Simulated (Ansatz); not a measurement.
Run report: Si8O15, geometry relaxation (part 1 of 2)

System: Si8O15 (defect cell, 23 atoms in the cell).
Method: DFT PBE-D3(BJ), scalar-relativistic, plane waves, PAW, PAW set soft_1, no spin polarisation (Ansatz 0.2.0).

The structure derives from an entry of the Crystallography Open Database. It belongs to a series of runs on one base structure; here: end point A relaxed.

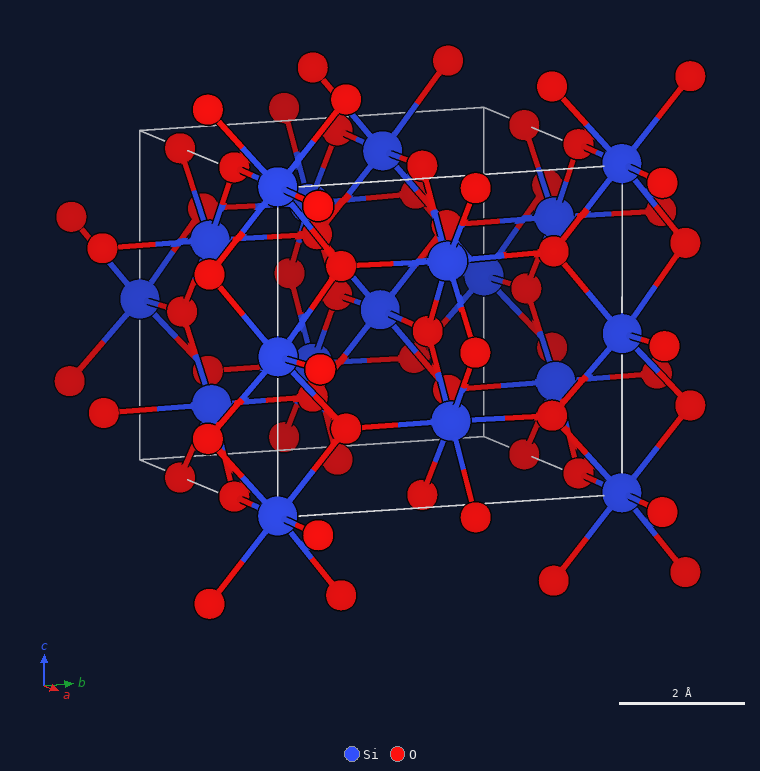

**Figure 1.** The input geometry (ball-and-stick view of the cell of the calculation, seen slightly off an axis; bonded neighbours outside the cell are drawn too). An atom can appear more than once, as a periodic image. Near neighbours in the periodic cell (some may lie outside the picture): Si has 6 O at 1.69 to 1.88 Å; O has 3 Si at 1.69 to 1.88 Å; Si has 5 O at 1.70 to 1.87 Å.

**Input file**
```yaml
crystal:
  lattice:
    - [-4.2244, -4.2244, 0.0]
    - [4.2244, -4.2244, 0.0]
    - [0.0, 0.0, 5.3792]
  atoms:
    - { symbol: Si, position: [0.5003004, 0.5050905, -0.0095701] }
    - { symbol: Si, position: [0.0026604, 0.5020571, 0.258015] }
    - { symbol: O, position: [0.1927948, 0.4974695, -0.0007887] }
    - { symbol: O, position: [0.0077831, 0.1951986, 0.2576616] }
    - { symbol: O, position: [0.8077814, 0.4968491, -6.16e-05] }
    - { symbol: O, position: [-0.0028843, 0.7978492, 0.2525094] }
    - { symbol: Si, position: [0.499514, 0.4983168, 0.50833] }
    - { symbol: Si, position: [0.0012066, 0.4927349, 0.7441855] }
    - { symbol: O, position: [0.1867189, 0.4987933, 0.4983077] }
    - { symbol: O, position: [-0.0168181, 0.190632, 0.7473506] }
    - { symbol: O, position: [0.8117255, 0.5111004, 0.4974556] }
    - { symbol: O, position: [-0.0034012, 0.8029092, 0.7510993] }
    - { symbol: Si, position: [-0.0098158, 0.0033562, 0.0026227] }
    - { symbol: Si, position: [0.5059091, 0.0057897, 0.2557553] }
    - { symbol: O, position: [0.68747, -0.0011109, 0.0088056] }
    - { symbol: O, position: [0.4988078, 0.6956703, 0.2509408] }
    - { symbol: O, position: [0.3032879, -0.0043985, -0.0004384] }
    - { symbol: O, position: [0.5001485, 0.3021408, 0.2580164] }
    - { symbol: Si, position: [0.0011551, 6.5e-05, 0.4882823] }
    - { symbol: Si, position: [0.5060175, 0.0015794, 0.7555874] }
    - { symbol: O, position: [0.505074, 0.6890839, 0.752887] }
    - { symbol: O, position: [0.3071049, 0.0001153, 0.5038655] }
    - { symbol: O, position: [0.5006605, 0.3142801, 0.7505746] }
basis:
  ecutwfc: 420.0
kpoints:
  mp_grid: { grid: [2, 2, 2] }
hamiltonian:
  xc: pbe
  dispersion: d3bj
  pseudopotentials: { kind: paw, azcp: { folder: soft_1 } }
scf:
  occupations: { method: fermi_dirac, width: 0.05 }
  lower_state_search: "off"
relax:
  f_tol: 0.03
  max_steps: 60
  adjacent_minimum: "off"
```

Hardware: 1 thread of Arm Neoverse V2, 24 GiB of memory available, shared host.

Command:
```bash
ansatz run input.yaml --threads 1 --pin off --max-ram 3072MiB --backend cpu --events-out ev --progress --plain --runs-dir out
```

**Output**
```
Engine: ansatz 0.2.0, aarch64-unknown-linux-gnu
Pseudopotentials: kind: paw
Pseudopotential: Si, paw, valence charge 4, recommended cutoff 420 eV (normal), [file]
Pseudopotential: O, paw, valence charge 6, recommended cutoff 420 eV (normal), [file]
Functional definition: PBE
  parameter kappa = 0.804
  parameter beta = 0.06672455060314922
  exchange = pbe_x(kappa = kappa, mu = beta*pi^2/3)
  correlation = pbe_c(beta = beta)
Crystal: 23 atoms, lattice volume = 191.990 Å³
Basis set: ecut = 420 eV, 3713 PW (Γ), exchange–correlation on 80×80×72 points (8 copies of the dense FFT grid, shifted against one another)
Bands: 84, of which v1, the nominal top of the filled ones, is band 61 counted from 1 (60 counted from 0)
Symmetry: 1 space group operations
Space group: P1 (ITA 1), of the structure as read, at distance tolerance 5.8e-5 Å
k-points: 8
Non-local potential: Si, projectors of the file, l = 0: 2, l = 1: 2, l = 2: 1
Non-local potential: O, projectors of the file, l = 0: 2, l = 1: 2, l = 2: 1
PAW form: soft (Blöchl's): semilocal exchange-correlation on the pseudo side does not see the compensation charge
PAW one-centre angular grid: Si, 110 points (default); XC on 64 Gauss nodes
PAW one-centre angular grid: O, 110 points (default); XC on 64 Gauss nodes
Initial density: superposition of atomic densities (chi_scale 0.1, normalization cell, long waves kept (reshape's long-wave potential 0.15 eV rms))
Initial wavefunctions: pseudopotential atomic-orbital guess
Functional: x = pbe(κ = 0.804, μ = 0.2195149727645171), c = pbe(β = 0.06672455060314922)
SCF iter   1: F=—  HF=-13628.953335 eV  |F-HF|=—  |Δ(HF+E_count)|=         —  Δρ=1.37e-1  dr2=2.95e1  ethr=3.10e-3  ⟨swp⟩=6.4  Hψ=3118  notcnv=0  defer=75
preconditioner: auto → Resta (q_TF=auto, 2.530 Å⁻¹)  ε∞=3.5  [insulator: Δε(μ)=2.727 eV  Ē_g=18.588 eV  σ=0.050 eV  W_gap=1.00  n_scr=48 (ndim 8)  ℏωp=29.6 eV  f_vac=0.000  D(μ)=0.00/eV (n_scr^D=0)  ε∞_Penn≈3.5]
SCF iter   2: F=—  HF=-13621.274937 eV  |F-HF|=—  |Δ(HF+E_count)|=    7.68e0  Δρ=4.53e-2  dr2=1.82e0  ethr=3.10e-3  ⟨swp⟩=3.0  Hψ=1374  notcnv=0  defer=129
SCF iter   3: F=—  HF=-13621.251474 eV  |F-HF|=—  |Δ(HF+E_count)|=   2.35e-2  Δρ=2.26e-2  dr2=4.61e-1  ethr=1.49e-3  ⟨swp⟩=2.0  Hψ=827  notcnv=0  defer=133
SCF iter   4: F=—  HF=-13621.307472 eV  |F-HF|=—  |Δ(HF+E_count)|=   5.60e-2  Δρ=2.59e-3  dr2=8.51e-3  ethr=3.78e-4  ⟨swp⟩=4.0  Hψ=1109  notcnv=0  defer=133
SCF iter   5: F=—  HF=-13621.308521 eV  |F-HF|=—  |Δ(HF+E_count)|=   1.05e-3  Δρ=1.10e-3  dr2=1.69e-3  ethr=6.98e-6  ⟨swp⟩=2.1  Hψ=1131  notcnv=0  defer=130
SCF iter   6: F=—  HF=-13621.308913 eV  |F-HF|=—  |Δ(HF+E_count)|=   3.92e-4  Δρ=3.44e-4  dr2=2.12e-4  ethr=1.38e-6  ⟨swp⟩=2.0  Hψ=875  notcnv=0  defer=130
SCF iter   7: F=—  HF=-13621.308986 eV  |F-HF|=—  |Δ(HF+E_count)|=   7.30e-5  Δρ=1.25e-4  dr2=2.55e-5  ethr=1.74e-7  ⟨swp⟩=2.0  Hψ=968  notcnv=0  defer=130
SCF iter   8: F=-13621.308984 eV  HF=-13621.308985 eV  |F-HF|=8.91e-7  |Δ(HF+E_count)|=   1.05e-6  Δρ=3.41e-5  dr2=2.03e-6  ethr=1.84e-8  ⟨swp⟩=4.4  Hψ=2047  notcnv=0
SCF 1 converged in 8 iterations: F = -13621.308984 eV  dr2 = 2.03e-6
  greatest PAW one-centre occupation: 0.862 electrons in one spin orbital (limit 2), on the O atom at site 14 (counted from 0), in its partial waves of l = 0
relax step   1: F+E_penalty+E_count = -13621.30898400 eV  Δ(F+E_penalty+E_count) = +0.000e0 eV  max|allowed force component| = 3.121e0 eV/Å  Δτ_max = 0.0000 Å  (8 SCF iters, dr2 threshold 2.25e-5 eV, accepted)
Initial density: handed on by an earlier stage of this run
Initial wavefunctions: those handed on with the density
iter 1 solved again at ethr=4.98e-5 eV; its pass at ethr=3.10e-3 eV (dr2=6.07e-2 eV) is discarded
SCF iter   1: F=—  HF=-13621.864026 eV  |F-HF|=—  |Δ(HF+E_count)|=         —  Δρ=6.63e-3  dr2=6.24e-2  ethr=4.98e-5  ⟨swp⟩=1.9  Hψ=2246  notcnv=0  defer=132
preconditioner: auto → Resta (q_TF=auto, 2.530 Å⁻¹)  ε∞=3.8  [insulator: Δε(μ)=2.625 eV  Ē_g=17.801 eV  σ=0.050 eV  W_gap=1.00  n_scr=48 (ndim 8)  ℏωp=29.6 eV  f_vac=0.000  D(μ)=0.00/eV (n_scr^D=0)  ε∞_Penn≈3.8]
SCF iter   2: F=—  HF=-13621.848081 eV  |F-HF|=—  |Δ(HF+E_count)|=   1.59e-2  Δρ=3.31e-3  dr2=1.56e-2  ethr=4.98e-5  ⟨swp⟩=2.9  Hψ=926  notcnv=0  defer=132
SCF iter   3: F=—  HF=-13621.843779 eV  |F-HF|=—  |Δ(HF+E_count)|=   4.30e-3  Δρ=8.24e-4  dr2=9.32e-4  ethr=1.28e-5  ⟨swp⟩=2.0  Hψ=916  notcnv=0  defer=132
SCF iter   4: F=—  HF=-13621.843615 eV  |F-HF|=—  |Δ(HF+E_count)|=   1.64e-4  Δρ=2.51e-4  dr2=1.04e-4  ethr=7.64e-7  ⟨swp⟩=2.0  Hψ=1020  notcnv=0  defer=132
SCF iter   5: F=-13621.843607 eV  HF=-13621.843608 eV  |F-HF|=7.62e-7  |Δ(HF+E_count)|=   6.78e-6  Δρ=5.23e-5  dr2=5.71e-6  ethr=8.20e-8  ⟨swp⟩=2.9  Hψ=2160  notcnv=0
SCF 2 converged in 5 iterations: F = -13621.843607 eV  dr2 = 5.71e-6
  greatest PAW one-centre occupation: 0.861 electrons in one spin orbital (limit 2), on the O atom at site 21 (counted from 0), in its partial waves of l = 0
relax step   2: F+E_penalty+E_count = -13621.84360738 eV  Δ(F+E_penalty+E_count) = -5.346e-1 eV  max|allowed force component| = 2.182e0 eV/Å  Δτ_max = 0.0474 Å  (5 SCF iters, dr2 threshold 1.00e-4 eV, accepted)
SCF iter   1: F=—  HF=-13622.225585 eV  |F-HF|=—  |Δ(HF+E_count)|=         —  Δρ=9.09e-3  dr2=1.20e-1  ethr=7.35e-4  ⟨swp⟩=5.8  Hψ=1714  notcnv=0  defer=134
preconditioner: auto → Resta (q_TF=auto, 2.530 Å⁻¹)  ε∞=3.8  [insulator: Δε(μ)=2.829 eV  Ē_g=17.798 eV  σ=0.050 eV  W_gap=1.00  n_scr=48 (ndim 8)  ℏωp=29.6 eV  f_vac=0.000  D(μ)=0.00/eV (n_scr^D=0)  ε∞_Penn≈3.8]
SCF iter   2: F=—  HF=-13622.191846 eV  |F-HF|=—  |Δ(HF+E_count)|=   3.37e-2  Δρ=4.43e-3  dr2=2.95e-2  ethr=9.83e-5  ⟨swp⟩=3.2  Hψ=1164  notcnv=0  defer=134
SCF iter   3: F=—  HF=-13622.183235 eV  |F-HF|=—  |Δ(HF+E_count)|=   8.61e-3  Δρ=1.35e-3  dr2=2.27e-3  ethr=2.42e-5  ⟨swp⟩=2.0  Hψ=955  notcnv=0  defer=134
SCF iter   4: F=—  HF=-13622.182810 eV  |F-HF|=—  |Δ(HF+E_count)|=   4.25e-4  Δρ=3.48e-4  dr2=2.15e-4  ethr=1.86e-6  ⟨swp⟩=2.0  Hψ=1001  notcnv=0  defer=134
SCF iter   5: F=-13622.182796 eV  HF=-13622.182799 eV  |F-HF|=2.22e-6  |Δ(HF+E_count)|=   1.17e-5  Δρ=6.99e-5  dr2=1.02e-5  ethr=8.20e-8  ⟨swp⟩=2.9  Hψ=2271  notcnv=0
SCF 3 converged in 5 iterations: F = -13622.182796 eV  dr2 = 1.02e-5
  greatest PAW one-centre occupation: 0.862 electrons in one spin orbital (limit 2), on the O atom at site 21 (counted from 0), in its partial waves of l = 0
relax step   3: F+E_penalty+E_count = -13622.18279649 eV  Δ(F+E_penalty+E_count) = -3.392e-1 eV  max|allowed force component| = 1.667e-1 eV/Å  Δτ_max = 0.0486 Å  (5 SCF iters, dr2 threshold 1.00e-4 eV, accepted)
SCF iter   1: F=—  HF=-13622.188999 eV  |F-HF|=—  |Δ(HF+E_count)|=         —  Δρ=1.45e-3  dr2=2.56e-3  ethr=4.13e-5  ⟨swp⟩=4.0  Hψ=1455  notcnv=0  defer=134
preconditioner: auto → Resta (q_TF=auto, 2.530 Å⁻¹)  ε∞=3.8  [insulator: Δε(μ)=2.840 eV  Ē_g=17.801 eV  σ=0.050 eV  W_gap=1.00  n_scr=48 (ndim 8)  ℏωp=29.6 eV  f_vac=0.000  D(μ)=0.00/eV (n_scr^D=0)  ε∞_Penn≈3.8]
SCF iter   2: F=—  HF=-13622.188455 eV  |F-HF|=—  |Δ(HF+E_count)|=   5.44e-4  Δρ=7.28e-4  dr2=6.29e-4  ethr=2.10e-6  ⟨swp⟩=1.5  Hψ=797  notcnv=0  defer=134
SCF iter   3: F=—  HF=-13622.188409 eV  |F-HF|=—  |Δ(HF+E_count)|=   4.57e-5  Δρ=2.55e-4  dr2=8.30e-5  ethr=5.15e-7  ⟨swp⟩=2.0  Hψ=954  notcnv=0  defer=134
SCF iter   4: F=—  HF=-13622.188394 eV  |F-HF|=—  |Δ(HF+E_count)|=   1.58e-5  Δρ=5.64e-5  dr2=3.51e-6  ethr=6.80e-8  ⟨swp⟩=2.0  Hψ=981  notcnv=0  defer=134
SCF iter   5: F=-13622.188394 eV  HF=-13622.188394 eV  |F-HF|=1.20e-7  |Δ(HF+E_count)|=   5.09e-7  Δρ=1.32e-5  dr2=2.36e-7  ethr=1.42e-9  ⟨swp⟩=4.0  Hψ=2129  notcnv=0
SCF 4 converged in 5 iterations: F = -13622.188394 eV  dr2 = 2.36e-7
relax step   4: F+E_penalty+E_count = -13622.18839395 eV  Δ(F+E_penalty+E_count) = -5.597e-3 eV  max|allowed force component| = 7.039e-2 eV/Å  Δτ_max = 0.0163 Å  (5 SCF iters, dr2 threshold 1.74e-6 eV, accepted)
SCF iter   1: F=—  HF=-13622.189033 eV  |F-HF|=—  |Δ(HF+E_count)|=         —  Δρ=6.44e-4  dr2=5.93e-4  ethr=3.96e-6  ⟨swp⟩=3.1  Hψ=1408  notcnv=0  defer=134
preconditioner: auto → Resta (q_TF=auto, 2.530 Å⁻¹)  ε∞=3.8  [insulator: Δε(μ)=2.838 eV  Ē_g=17.804 eV  σ=0.050 eV  W_gap=1.00  n_scr=48 (ndim 8)  ℏωp=29.6 eV  f_vac=0.000  D(μ)=0.00/eV (n_scr^D=0)  ε∞_Penn≈3.8]
SCF iter   2: F=—  HF=-13622.188924 eV  |F-HF|=—  |Δ(HF+E_count)|=   1.10e-4  Δρ=2.90e-4  dr2=1.16e-4  ethr=4.86e-7  ⟨swp⟩=2.0  Hψ=936  notcnv=0  defer=134
SCF iter   3: F=—  HF=-13622.188903 eV  |F-HF|=—  |Δ(HF+E_count)|=   2.03e-5  Δρ=1.18e-4  dr2=1.74e-5  ethr=9.51e-8  ⟨swp⟩=2.0  Hψ=936  notcnv=0  defer=134
SCF iter   4: F=—  HF=-13622.188931 eV  |F-HF|=—  |Δ(HF+E_count)|=   2.75e-5  Δρ=2.59e-5  dr2=1.09e-6  ethr=1.43e-8  ⟨swp⟩=2.0  Hψ=1026  notcnv=0  defer=134
SCF iter   5: F=—  HF=-13622.188931 eV  |F-HF|=—  |Δ(HF+E_count)|=   1.40e-7  Δρ=8.59e-6  dr2=1.11e-7  ethr=8.97e-10  ⟨swp⟩=2.0  Hψ=913  notcnv=0  defer=134
SCF iter   6: F=-13622.188931 eV  HF=-13622.188931 eV  |F-HF|=5.22e-9  |Δ(HF+E_count)|=   8.65e-9  Δρ=3.71e-6  dr2=1.61e-8  ethr=8.20e-11  ⟨swp⟩=4.4  Hψ=2081  notcnv=0
SCF 5 converged in 6 iterations: F = -13622.188931 eV  dr2 = 1.61e-8
relax step   5: F+E_penalty+E_count = -13622.18893079 eV  Δ(F+E_penalty+E_count) = -5.368e-4 eV  max|allowed force component| = 1.676e-2 eV/Å  Δτ_max = 0.0118 Å  (6 SCF iters, accepted)
```

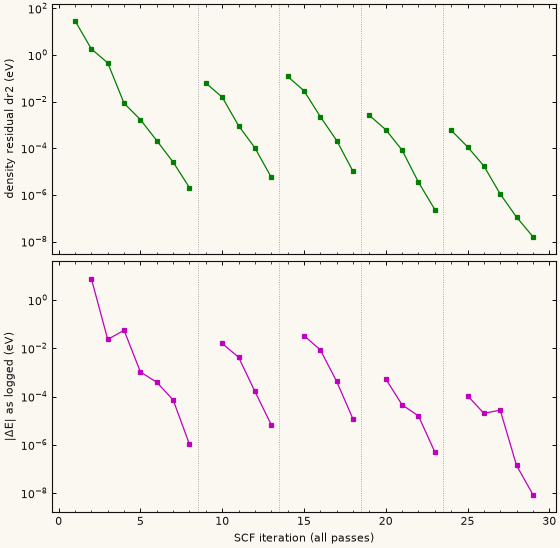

**Figure 2.** Convergence of the self-consistent field: density residual dr2 and size of the energy change against the SCF iteration. The dotted lines part the SCF passes of the relaxation: geometry steps, rejected trials and re-solves on a re-selected basis. The 5 passes take 5 to 8 iterations each, 29 in all.

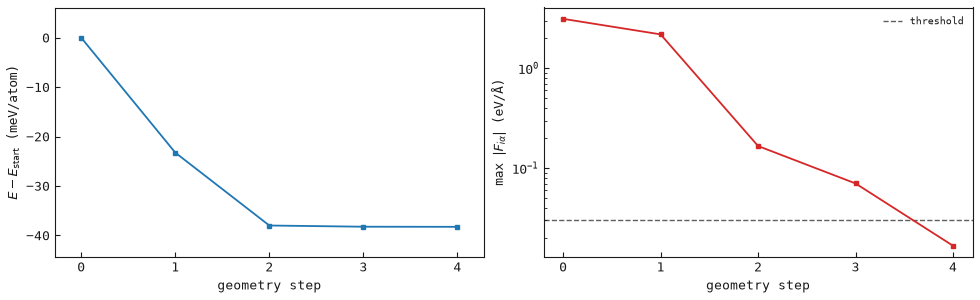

**Figure 3.** Progress of the relaxation, step by step (the first geometry is step 0 here and step 1 in the log).

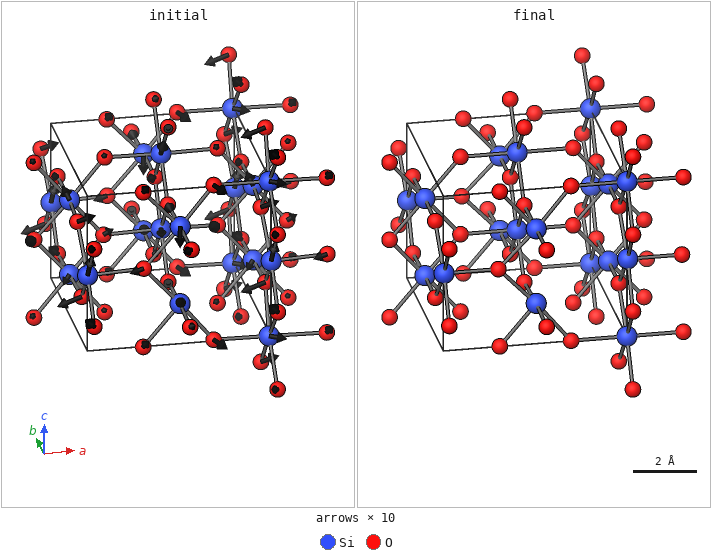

**Figure 4.** Before (left) and after (right) the relaxation, at one scale (ball-and-stick view of the cell of the calculation, with bonded neighbours outside it, seen at an oblique angle). The black arrows give the displacements, magnified 10 times. After 4 geometry steps the energy has fallen by 38.3 meV per atom. Largest force component: 3.1 eV/Å at the start, 0.017 eV/Å at the end. The atom that moves furthest is O4 (0.087 Å). Largest moves by element: O 0.087 Å, Si 0.072 Å. The cell doesn't change. Among the contacts that change: Si1–O18 1.882 → 1.779 Å, Si1–O21 1.686 → 1.779 Å, Si14–O15 1.715 → 1.796 Å, O12–Si19 1.840 → 1.765 Å. Among the angles that change: O4–Si19–O6 86.8° → 81.7°, Si13–O6–Si19 94.0° → 98.7°, Si14–O22–Si19 129.0° → 133.6°. (Atoms are counted from 1 in the order of the input.)
